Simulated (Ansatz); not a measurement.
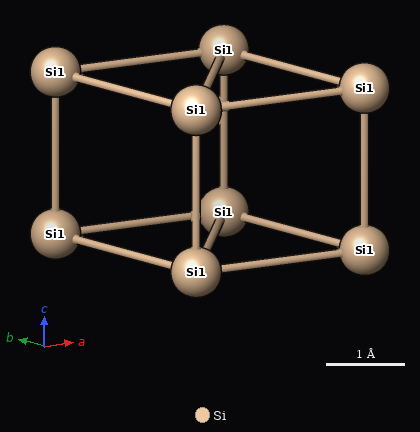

**Figure 1.** The input geometry (ball-and-stick view of the cell of the calculation, seen at an oblique angle; atoms are numbered from 1 in the order of the input). Near neighbours in the crystal (not all of them lie inside the picture): Si has 8 Si at 2.23 to 2.34 Å.

## Run report: Si, single-point calculation

Si (1 atom in the cell), computed with DFT, PBE, PAW with Ansatz's default frozen-core files, scalar-relativistic, no spin polarisation (Ansatz 0.2.0).

It belongs to a series of runs on one base structure; here: volume scaled by 0.7, PAW files. Figures and captions count atoms from 1; the log counts them from 0 in places.

### The input
```yaml
crystal:
  lattice:
    - [2.3375225675, 0.0, 0.0]
    - [-1.1687612837, 2.0243539253, 0.0]
    - [0.0, 0.0, 2.2291489091]
  atoms:
    - { symbol: Si, position: [0.0, 0.0, 0.0] }
kpoints:
  mp_grid: { grid: [16, 16, 15] }
scf:
  occupations: { method: fermi_dirac, width: 0.08 }
hamiltonian:
  xc: pbe
  pseudopotentials: { kind: paw }
output:
  forces: true
  stress: true
  eigenvalues: true
  populations: true
  write_density: true
  write_potential: true
  elf: true
  volumetric_format: npy
```

Launched with:
```bash
ansatz run input.yaml --threads 1 --pin off --max-ram 2048MiB --backend cpu --events-out ev --progress --plain --runs-dir out
```

### What the program printed
```
Engine: ansatz 0.2.0, x86_64-unknown-linux-gnu
Pseudopotentials: kind: paw
Pseudopotential: Si, paw, valence charge 4, recommended cutoff 420 eV (normal), Si.paw.azcp
Functional definition: PBE
  parameter kappa = 0.804
  parameter beta = 0.06672455060314922
  exchange = pbe_x(kappa = kappa, mu = beta*pi^2/3)
  correlation = pbe_c(beta = beta)
Crystal: 1 atoms, lattice volume = 10.548 Å³
Basis set: ecut = 420 eV, 211 PW (Γ), exchange–correlation on 32×32×30 points (8 copies of the dense FFT grid, shifted against one another)
Bands: 6, of which v1, the nominal top of the filled ones, is band 2 counted from 1 (1 counted from 0)
Symmetry: 24 space group operations
Space group: P6/mmm (ITA 191), of the structure as read, at distance tolerance 2.2e-5 Å
k-points: 240 of 3840
Non-local potential: Si, projectors of the file, l = 0: 2, l = 1: 2, l = 2: 2
PAW form: soft (Blöchl's): semilocal exchange-correlation on the pseudo side does not see the compensation charge
PAW one-centre angular grid: Si, 110 points (default); XC on 64 Gauss nodes
Initial density: superposition of atomic densities (neutral atoms: chi_scale 0, normalization atom), corrected by the library's trained network
Initial wavefunctions: pseudopotential atomic-orbital guess
Functional: x = pbe(κ = 0.804, μ = 0.2195149727645171), c = pbe(β = 0.06672455060314922)
SCF iter   1: F=—  HF=-634.636655 eV  |F-HF|=—  |Δ(HF+E_count)|=         —  Δρ=4.68e-3  dr2=1.58e-3  ethr=1.77e-3  ⟨swp⟩=5.8  Hψ=13907  notcnv=0
preconditioner: auto → none  [metal: Δε(μ)=0.057 eV  Ē_g=17.059 eV  σ=0.080 eV  W_gap=0.17  n_scr=0 (ndim 8)  ℏωp=22.9 eV  f_vac=0.000  D(μ)=0.34/eV (n_scr^D=0)]
SCF iter   2: F=—  HF=-634.636312 eV  |F-HF|=—  |Δ(HF+E_count)|=   3.43e-4  Δρ=1.86e-3  dr2=2.02e-4  ethr=3.94e-5  ⟨swp⟩=1.0  Hψ=3363  notcnv=0
SCF iter   3: F=—  HF=-634.636293 eV  |F-HF|=—  |Δ(HF+E_count)|=   1.87e-5  Δρ=2.32e-4  dr2=1.64e-6  ethr=5.05e-6  ⟨swp⟩=1.9  Hψ=1814  notcnv=0
SCF iter   4: F=—  HF=-634.636384 eV  |F-HF|=—  |Δ(HF+E_count)|=   9.10e-5  Δρ=1.72e-5  dr2=1.91e-8  ethr=4.09e-8  ⟨swp⟩=2.3  Hψ=1913  notcnv=0
iter 5 did not close the SCF: its close was put off for the readings that it lacked (scf_convergence_deferred on its scf_iter line)
SCF iter   5: F=-634.636384 eV  HF=-634.636384 eV  |F-HF|=1.34e-10  |Δ(HF+E_count)|=  7.23e-10  Δρ=1.72e-6  dr2=2.76e-10  ethr=4.77e-10  ⟨swp⟩=2.0  Hψ=1899  notcnv=0
SCF iter   6: F=-634.636384 eV  HF=-634.636384 eV  |F-HF|=4.55e-13  |Δ(HF+E_count)|=  9.83e-11  Δρ=1.34e-7  dr2=7.18e-13  ethr=6.91e-12  ⟨swp⟩=3.5  Hψ=5586  notcnv=0
SCF 1 converged in 6 iterations: F = -634.636384 eV  dr2 = 7.18e-13
  greatest PAW one-centre occupation: 0.679 electrons in one spin orbital (limit 2), on the Si atom at site 0 (counted from 0), in its partial waves of l = 0
SCF converged after 6 iterations
Free energy (F): -634.636384 eV
Harris-Foulkes:  -634.636384 eV  (|F-HF|=4.55e-13)
Internal energy: -634.629194 eV  (E = F + TS)
E sigma→0 (E₀):  -634.632789 eV
Entropy (-TS):   -0.007191 eV (-7.191 meV/atom)
Fermi energy:    15.333937 eV
--- Per-component energies (eV) ---
  E_band       = 33.693562
  E_kinetic    = 50.054875
  E_local      = 9.716514  (includes V_loc(G=0)·N_el)
  E_nonlocal   = 27.807516
  E_hartree    = 0.569828
  E_xc         = -59.408545
  E_vxc        = -52.294481  (∫ρ·V_xc dr)
  E_paw        = -513.141127  (= ΣΔE_a)
  E_vpaw       = -2.730525  (= ΣTr[D̂ρ^β])
  E_aug_tail   = 0.000006  (compensation charges beyond the density's cutoff)
  E_ewald      = -150.228261
  E_smearing   = -0.007191  (= −TS)
  E_closure    = 0.000000  (closes the sum)
  Σ components = -634.636384   (vs F -634.636384, Δ=0.00e0)
--- Forces (eV/Å), atoms counted from 1 ---
  atom   1  Si     0.00000000     0.00000000     0.00000000
  max |Σ_I F_I| component: 5.14e-34 eV/Å
--- Stress (GPa, compression-positive) ---
       84.172627       0.000000       0.000000
        0.000000      84.172627       0.000000
        0.000000       0.000000      84.228987
  P = ⅓ Tr σ = 84.1914 GPa (841.914 kbar)
--- Band table (eV; the first three rows and the last of 240) ---
  k-point 0: bands = ["-2.1075", "22.8712", "25.4021", "29.1842", "29.1842", "30.1891"]
  k-point 1: bands = ["-1.9787", "20.9167", "27.3369", "29.2880", "29.2880", "30.2774"]
  k-point 2: bands = ["-1.5931", "18.1383", "29.5940", "29.5940", "30.0320", "30.5426"]
  k-point 239: bands = ["13.0363", "14.2429", "14.5626", "17.8498", "19.1153", "20.5536"]
--- Löwdin populations: 1 site ---
  site symbol       q [e]
     0     Si      3.9018
  spilling = 0.024562 (of n_electrons = 4.000000)
```

### File populations.tsv
```
# site	symbol	l	j	q
# orbitals = lowdin
# n_electrons = 4.000000
# spilling = 0.024562
0	Si	0_3S	-	1.123541
0	Si	1_3P	-	2.778210
```

### File v_z.tsv
```
# z_ang	v_es[eV]	v_tot[eV]
# format = ansatz-planar-average/11
# xc	pbe
# density_cutoff_ev	1680
# datasets	Si=:simpson_from_first_knot:soft
# lattice	2.337522567	-0.000000000	0.000000000
# lattice	-1.168761284	2.024353925	0.000000000
# lattice	0.000000000	0.000000000	2.229148909
# sites	1
# site	14	0.000000000	0.000000000	0.000000000
0.000000	-8.991616e0	-2.345274e1
0.148610	-7.958058e0	-2.220829e1
0.297220	-5.032143e0	-1.868495e1
0.445830	-6.791218e-1	-1.340748e1
0.594440	4.308842e0	-7.640615e0
0.743050	8.781509e0	-2.772931e0
0.891660	1.161019e1	3.810792e-1
1.040269	1.287629e1	1.821019e0
1.188879	1.287629e1	1.821019e0
1.337489	1.161019e1	3.810792e-1
1.486099	8.781509e0	-2.772931e0
1.634709	4.308842e0	-7.640615e0
1.783319	-6.791218e-1	-1.340748e1
1.931929	-5.032143e0	-1.868495e1
2.080539	-7.958058e0	-2.220829e1
```

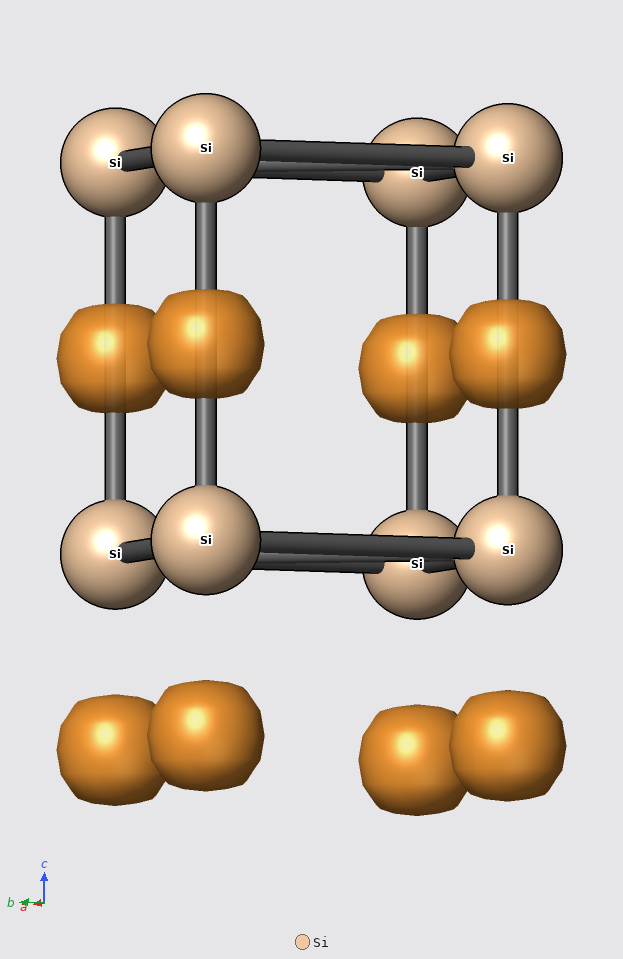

**Figure 2.** Isosurface of the ELF at 0.85 (orange), seen at an oblique angle. Core shells and regions of very low density are left out. Sticks mark near contacts. The outline is the cell set on symmetry axes. Profiles from the grid: Si–Si (2.23 Å): the ELF peaks at about 0.90 between the atoms (localised, shared-pair bonding). The fields are those of the smooth PAW valence density.

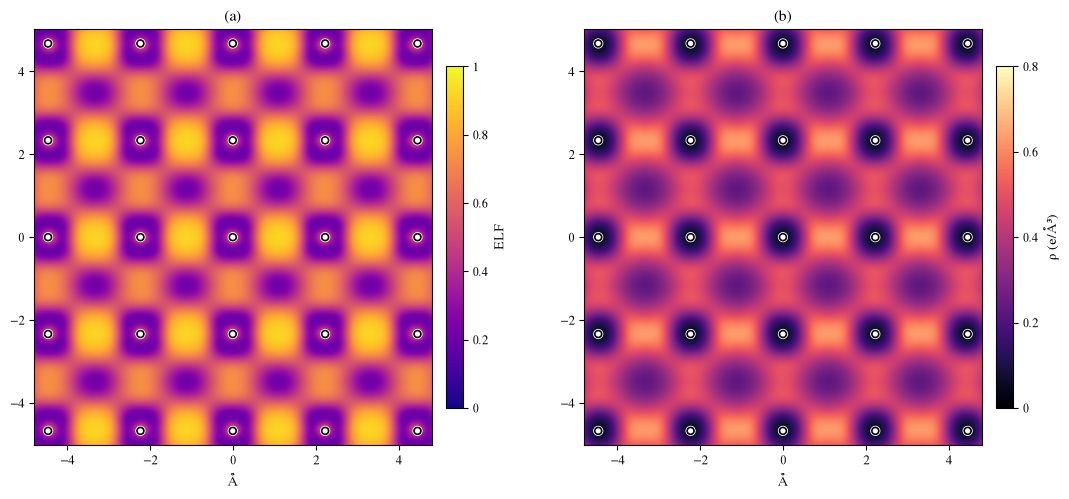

**Figure 3.** (a) ELF; (b) valence electron density on the (11̄0) plane of the conventional cell. Circles mark the nuclei in the plane (Si). The section cuts through Si sites. Si–Si (2.23 Å): ρ is about 0.63 e/Å³ halfway, a local maximum along the line; the ELF peaks at about 0.90 between the atoms, which marks localised, shared-pair bonding. Si–Si (2.34 Å): ρ at the midpoint is about 0.5 e/Å³, a local maximum along the line; the ELF peaks at about 0.75 between the atoms (a covalent bond). Away from the nuclei the density in this plane falls to 0.23 e/Å³ at its lowest.

### Results in brief

- outcome: converged
- space group (tolerance 0.01 Å): P6/mmm (191)
- electrons treated: 4
- free energy: −634.6364 eV
- Fermi energy: 15.334 eV
- pressure: 84.19 GPa
- largest force (length of the vector): under 0.001 eV/Å
- hardware: 1 thread of Intel Xeon (Granite Rapids), 32 GiB of memory available, shared host
- wall time: 0.89 s
- peak memory: 0.32 GiB

### Notes

The cell is under a pressure of 84 GPa at this level, so it is not at its equilibrium volume.
